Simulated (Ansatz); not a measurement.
MgO (space group P6_3mc, No. 186). Coordinates: the end point of a relaxation with DFT, PBEsol, plane waves, PAW (Ansatz 0.2.0); the starting structure was generated, so it need not be a known form of this composition.

```cif
data_structure
_symmetry_space_group_name_H-M 'P 1'
_symmetry_Int_Tables_number 1
_cell_length_a 3.3037
_cell_length_b 3.3037
_cell_length_c 5.0173
_cell_angle_alpha 90.000
_cell_angle_beta 90.000
_cell_angle_gamma 120.000
_cell_volume 47.42
loop_
_atom_site_label
_atom_site_type_symbol
_atom_site_fract_x
_atom_site_fract_y
_atom_site_fract_z
_atom_site_occupancy
Mg1 Mg 0.33333 0.66667 0.98258 1
Mg2 Mg 0.66667 0.33333 0.48258 1
O1 O 0.33333 0.66667 0.37995 1
O2 O 0.66667 0.33333 0.87995 1
```

Describe the stacking along c, naming the columns A, B, C as they first turn up.

O(A) – Mg(B) – O(B) – Mg(A) (four layers in 5.02 Å).

O layers alone: AB, the hexagonal close-packed type.

Mg: two tetrahedral sites (per hexagonal cell).

Polytype symbol 2H, the symbol of a tetrahedral polytype (number of double layers in the repeat and lattice).

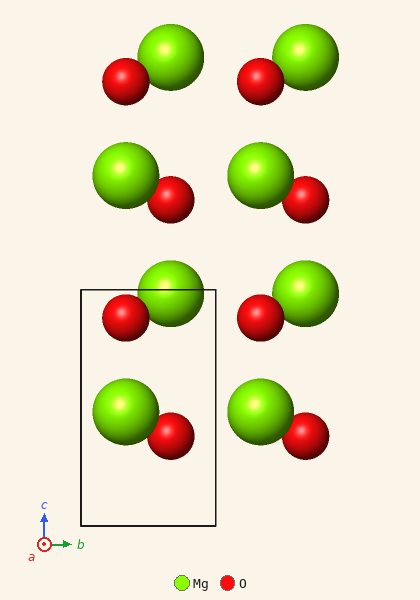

The picture looks along a close-packed row of the hexagonal mesh; c points upwards. Every atom sits on one of the three columns of the mesh; call them A, B, C in the order in which they first turn up. The sequence starts with the first layer at or above the cell's origin.
